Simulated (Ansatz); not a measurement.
Cell and atoms:

```xyz
12
Lattice="6.2533 0.0000 0.0000 0.0000 6.2533 0.0000 0.0000 0.0000 5.1450" Properties=species:S:1:pos:R:3 pbc="T T T"
Ta    2.1025    1.0241    2.5725
Ta    5.2292    2.1025    2.5725
Ta    1.0241    2.1025    0.0000
Ta    4.1507    1.0241    0.0000
Si    0.0000    0.0000    1.2862
Si    0.0000    0.0000    3.8587
Ta    5.2292    4.1507    0.0000
Ta    2.1025    5.2292    0.0000
Ta    4.1507    5.2292    2.5725
Ta    1.0241    4.1507    2.5725
Si    3.1266    3.1266    3.8587
Si    3.1266    3.1266    1.2862
```

What would you see if this were drawn?

The stoichiometry is Ta$_{2}$Si. The lattice is body-centred tetragonal and the space group I4/mcm (No. 140). Cell content 8 Ta, 4 Si; Z = 4. Within bonding distance, the neighbour counts come to Ta 7 and Si 10. Not all metal-metal contacts are counted.

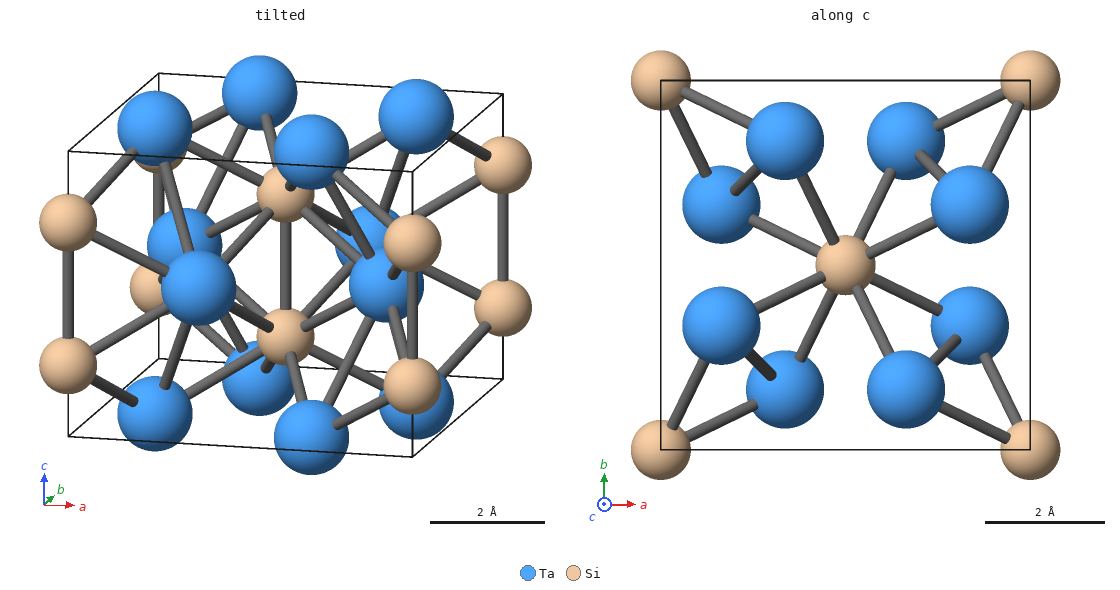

View slightly off an axis and along the c axis, drawn as a ball-and-stick model. Lines trace the edges of the conventional unit cell. Colours: tantalum blue, silicon light orange.

Source of the structure: a structure listed in the Materials Project. It was relaxed at fixed volume with DFT PBEsol, scalar-relativistic, plane waves, PAW (Ansatz).

At this level of theory the run's own cell isn't at rest (stretched, at -12 GPa), so its distances can differ from those at equilibrium, the more so the softer the solid.
